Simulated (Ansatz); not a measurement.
# Calculations on H₁₄C₄O

### Relaxation

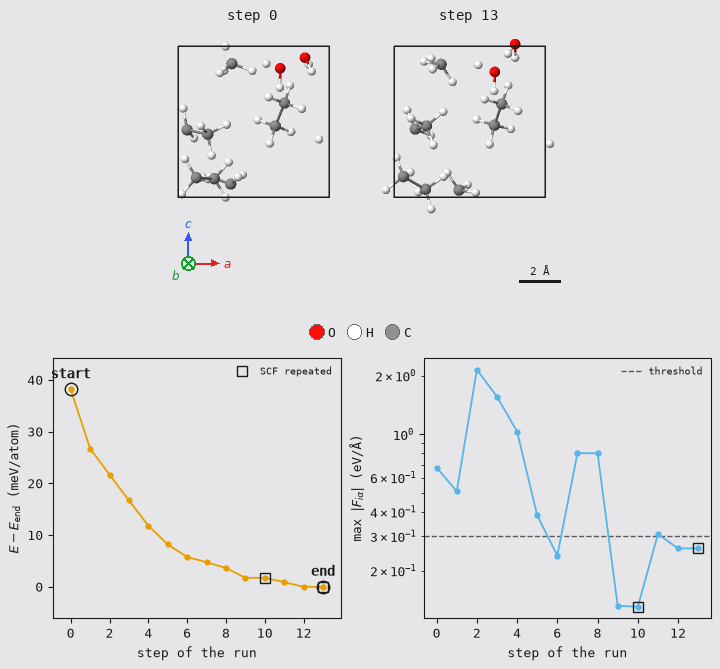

First and last geometry of a relaxation of an amorphous cell of composition H$_{14}$C$_{4}$O, with the history of the run. The picture is a ball-and-stick view of the cell of the calculation, seen along the b axis.

The cell holds 2 H2O + 4 C2H6. The run prepares the start of a later molecular dynamics calculation, from a guessed geometry.

Level of theory: DFT PBE, scalar-relativistic, plane waves, PAW in Ansatz. Set-up: plane-wave cutoff 420 eV; k-point mesh 1 × 1 × 1; occupations fermi dirac; smearing width 0.05 eV; no spin polarisation; atoms relaxed in a fixed cell; force threshold 0.3 eV/Å; at most 15 steps.

What do the curves and the structures tell?

It converged. The largest move is that of an H atom, 1.39 Å along [3 1 −2]. Largest moves by element: H 1.39 Å, O 0.75 Å, C 0.70 Å. The lattice vectors keep their values. Among the contacts that change: H–O 0.969 → 0.983 Å, C–C 1.524 → 1.538 Å, C–H 1.093 → 1.106 Å. After 11 accepted moves (13 points after the start) the energy has fallen by 38.2 meV per atom. The largest force component goes from 0.67 to 0.26 eV/Å. 2 steps only repeated the SCF at the same geometry. The forces were under the threshold at step 6, but the run went on from there. The run took 39 s on 1 thread of Arm Neoverse V1, on a shared host, peak memory 0.43 GiB.

Limits of the set-up: the program's low-accuracy preset was used; the periodic images lie only 7.5 Å apart, so the values are limited by the cell's size.

### Dynamics

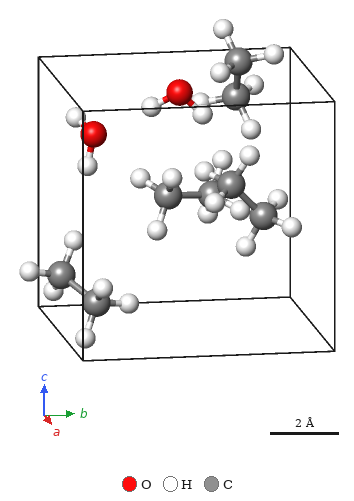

Starting frame of a dynamics run of a periodic cell with 2 H2O + 4 C2H6 at 0.606 g/cm³. The picture is a ball-and-stick view of the simulation cell, seen slightly off an axis.

Method: Ansatz 0.2.0, DFT PBE, scalar-relativistic, plane waves, PAW.

Input
```yaml
accuracy: low
crystal:
  lattice:
    - [7.536122, 0.0, 0.0]
    - [0.0, 7.536122, 0.0]
    - [0.0, 0.0, 7.536122]
  atoms:
    - { symbol: O, position: [0.66622755, 1.10143423, 0.83124022] }
    - { symbol: H, position: [0.66194644, 1.07793761, 0.70460672] }
    - { symbol: H, position: [0.55700369, 1.05015317, 0.8773077] }
    - { symbol: O, position: [0.80041021, 0.41900551, 1.01569013] }
    - { symbol: H, position: [0.80060874, 0.5107558, 0.9249842] }
    - { symbol: H, position: [0.75310338, 0.31556965, 0.95186078] }
    - { symbol: C, position: [0.06072819, 0.08036251, 0.13725011] }
    - { symbol: C, position: [0.2066168, 0.19400454, 0.05319791] }
    - { symbol: H, position: [0.10745573, -0.05436748, 0.1660671] }
    - { symbol: H, position: [0.01463119, 0.13861815, 0.2629796] }
    - { symbol: H, position: [-0.05512928, 0.06951887, 0.04858036] }
    - { symbol: H, position: [0.16045091, 0.3307173, 0.03462674] }
    - { symbol: H, position: [0.32740573, 0.19823925, 0.13648506] }
    - { symbol: H, position: [0.24520075, 0.14309538, -0.07880614] }
    - { symbol: C, position: [0.71170632, 0.64010572, 0.61853627] }
    - { symbol: C, position: [0.66306545, 0.77709479, 0.47758245] }
    - { symbol: H, position: [0.75464654, 0.7055821, 0.74186242] }
    - { symbol: H, position: [0.59879247, 0.55377088, 0.65033933] }
    - { symbol: H, position: [0.82071181, 0.55527826, 0.57274907] }
    - { symbol: H, position: [0.63198497, 0.71258379, 0.35096486] }
    - { symbol: H, position: [0.54553934, 0.85486612, 0.51590278] }
    - { symbol: H, position: [0.77287896, 0.86993814, 0.45263031] }
    - { symbol: C, position: [0.42869291, 0.71934614, 1.04779624] }
    - { symbol: C, position: [0.31050502, 0.73027641, 0.88174772] }
    - { symbol: H, position: [0.35076311, 0.67233314, 1.16268137] }
    - { symbol: H, position: [0.54030936, 0.6268454, 1.03058967] }
    - { symbol: H, position: [0.4854502, 0.84969337, 1.08346518] }
    - { symbol: H, position: [0.38613553, 0.77635957, 0.76426639] }
    - { symbol: H, position: [0.25483709, 0.59914089, 0.84930939] }
    - { symbol: H, position: [0.19722946, 0.8211512, 0.89987703] }
    - { symbol: C, position: [0.13875478, 0.66464415, 0.45295544] }
    - { symbol: C, position: [0.21285038, 0.47754239, 0.47352249] }
    - { symbol: H, position: [0.0317918, 0.66736753, 0.35433748] }
    - { symbol: H, position: [0.08510075, 0.71559701, 0.57825402] }
    - { symbol: H, position: [0.24101263, 0.75831264, 0.409359] }
    - { symbol: H, position: [0.32473313, 0.47375125, 0.56697441] }
    - { symbol: H, position: [0.11128882, 0.38522446, 0.52333874] }
    - { symbol: H, position: [0.26003783, 0.42549087, 0.34594083] }
basis:
  ecutwfc: 420.0
kpoints:
  mp_grid: { grid: [1, 1, 1] }
hamiltonian:
  xc: pbe
scf:
  occupations: { method: fermi_dirac, width: 0.05 }
  lower_state_search: "off"
md:
  timestep: 0.5
  n_steps: 260
  ensemble: nvt_langevin
  temperature: 400.0
  initial_velocities: maxwell_boltzmann
  seed: 41208
  friction: 0.02
```

Command:
```bash
ansatz run input.yaml --threads 1 --pin off --max-ram 3072MiB --backend cpu --events-out ev --progress --plain --runs-dir out
```

Q: Predict how the run goes.

A: The mean temperature in the second half is 346 K (standard deviation 39 K). The potential energy in the second half lies on average 36.6 meV per atom above the first frame. Root-mean-square distances from the starting positions over the second half, with the common drift of all atoms taken out: H 0.52 Å, C 0.30 Å, O 0.26 Å. The heavy atoms stay within a fraction of a molecule's size of their starting places; so short a run doesn't tell a liquid from a solid.

Along the run (each row but the first and the last is the mean over the interval that it begins):

```tsv
time (fs)	potential energy (meV/atom)	T (K)
0.0	0.0	389
13.0	21.9	233
26.0	27.8	237
39.0	31.9	281
52.0	33.0	322
65.0	35.0	319
78.0	39.0	315
91.0	38.2	344
104.0	35.5	376
117.0	35.4	375
130.0	34.0	392
```

The paths of the atoms:

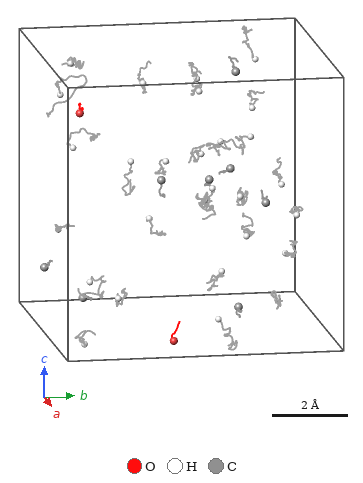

Limits of the set-up: the program's low-accuracy preset was used; the periodic images lie only 7.5 Å apart, so the values are limited by the cell's size.

Cost: 9.6 min on 1 thread of Arm Neoverse V1 (shared host), peak memory 0.44 GiB.

### Dynamics

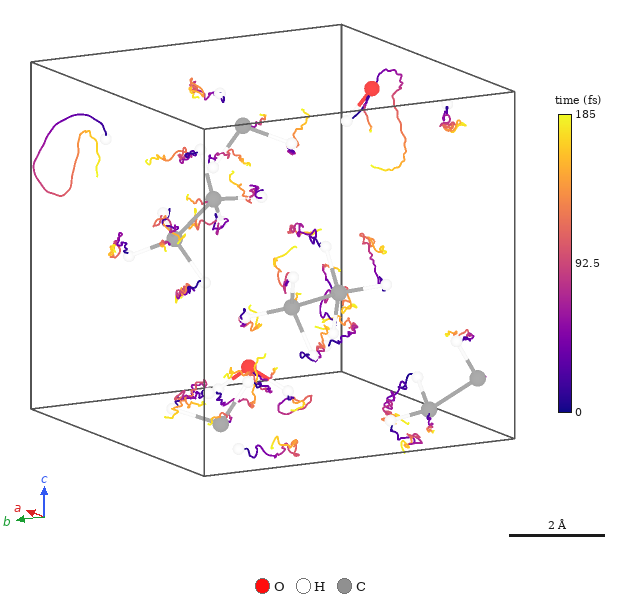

A Born-Oppenheimer molecular dynamics run of a periodic cell with 2 H2O + 4 C2H6 at 0.606 g/cm³, 185 fs long. It starts from the last geometry of an earlier run, with fresh velocities. Lines trace each atom's path, coloured by time; spheres stand at the starting positions. Seen from a free direction in the simulation cell.

Method: DFT PBE, scalar-relativistic, plane waves, PAW in Ansatz. Run with plane-wave cutoff 420 eV; k-point mesh 1 × 1 × 1; Fermi-Dirac smearing 0.05 eV; low-accuracy preset; constant energy (NVE); velocities drawn for 400 K; time step 0.5 fs.

Input file:
```yaml
accuracy: low
crystal:
  lattice:
    - [7.536122, 0.0, 0.0]
    - [0.0, 7.536122, 0.0]
    - [0.0, 0.0, 7.536122]
  atoms:
    - { symbol: O, position: [0.69291582, 1.07300266, 0.88276124] }
    - { symbol: H, position: [0.75850092, 1.11730142, 0.78107478] }
    - { symbol: H, position: [0.63844818, 0.96075292, 0.84373195] }
    - { symbol: O, position: [0.79135079, 0.41456719, 1.0982185] }
    - { symbol: H, position: [0.88794319, 0.45913897, 1.02030164] }
    - { symbol: H, position: [0.73273305, 0.32141876, 1.03002199] }
    - { symbol: C, position: [0.06337443, 0.0833808, 0.17080274] }
    - { symbol: C, position: [0.21532885, 0.15544284, 0.05896629] }
    - { symbol: H, position: [0.08015098, -0.05997946, 0.21724957] }
    - { symbol: H, position: [0.03697417, 0.16644791, 0.2917979] }
    - { symbol: H, position: [-0.05477818, 0.08190361, 0.09276224] }
    - { symbol: H, position: [0.18768959, 0.29490104, 0.04781559] }
    - { symbol: H, position: [0.32887932, 0.12965279, 0.12763436] }
    - { symbol: H, position: [0.23287828, 0.08707479, -0.07119306] }
    - { symbol: C, position: [0.7120281, 0.57280144, 0.6139373] }
    - { symbol: C, position: [0.64148034, 0.73725577, 0.53110784] }
    - { symbol: H, position: [0.76867132, 0.58295729, 0.74712602] }
    - { symbol: H, position: [0.59943325, 0.48083439, 0.63238595] }
    - { symbol: H, position: [0.79813143, 0.49830065, 0.52431823] }
    - { symbol: H, position: [0.55115145, 0.68970006, 0.41750567] }
    - { symbol: H, position: [0.56107337, 0.81903077, 0.6297782] }
    - { symbol: H, position: [0.74434374, 0.82681581, 0.47122154] }
    - { symbol: C, position: [0.45420926, 0.69324038, 1.02940465] }
    - { symbol: C, position: [0.28427326, 0.71632717, 0.92412361] }
    - { symbol: H, position: [0.43817727, 0.61401908, 1.14475307] }
    - { symbol: H, position: [0.5704259, 0.63091605, 0.95260847] }
    - { symbol: H, position: [0.49542978, 0.82632252, 1.07970387] }
    - { symbol: H, position: [0.2894198, 0.80936054, 0.81330194] }
    - { symbol: H, position: [0.22191815, 0.59502424, 0.87201062] }
    - { symbol: H, position: [0.1902333, 0.78285735, 1.01834686] }
    - { symbol: C, position: [0.11716443, 0.65226491, 0.42655525] }
    - { symbol: C, position: [0.19538955, 0.45713269, 0.43157416] }
    - { symbol: H, position: [0.03493555, 0.63050235, 0.30068305] }
    - { symbol: H, position: [0.03147218, 0.69534942, 0.53417259] }
    - { symbol: H, position: [0.22202565, 0.74391454, 0.38695607] }
    - { symbol: H, position: [0.28727398, 0.44831041, 0.54620606] }
    - { symbol: H, position: [0.09602755, 0.35975033, 0.46396321] }
    - { symbol: H, position: [0.2637162, 0.43750567, 0.3005881] }
basis:
  ecutwfc: 420.0
kpoints:
  mp_grid: { grid: [1, 1, 1] }
hamiltonian:
  xc: pbe
scf:
  occupations: { method: fermi_dirac, width: 0.05 }
  lower_state_search: "off"
md:
  timestep: 0.5
  n_steps: 370
  ensemble: nve
  temperature: 400.0
  initial_velocities: maxwell_boltzmann
  seed: 758509
```

Command:
```bash
ansatz run input.yaml --threads 1 --pin off --max-ram 3072MiB --backend cpu --events-out ev --progress --plain --runs-dir out
```

What do the traces tell about the motion?

In the second half of the run the atoms are, in the root-mean-square, this far from where they began (common drift taken out): H 0.86 Å, O 0.70 Å, C 0.48 Å. The heavy atoms stay within a fraction of a molecule's size of their starting places; so short a run doesn't tell a liquid from a solid. The mean temperature in the second half is 363 K (standard deviation 31 K). The potential energy in the second half lies on average 4.7 meV per atom above the first frame.

Limits of the set-up: the program's low-accuracy preset was used; the periodic images lie only 7.5 Å apart, so the values are limited by the cell's size.
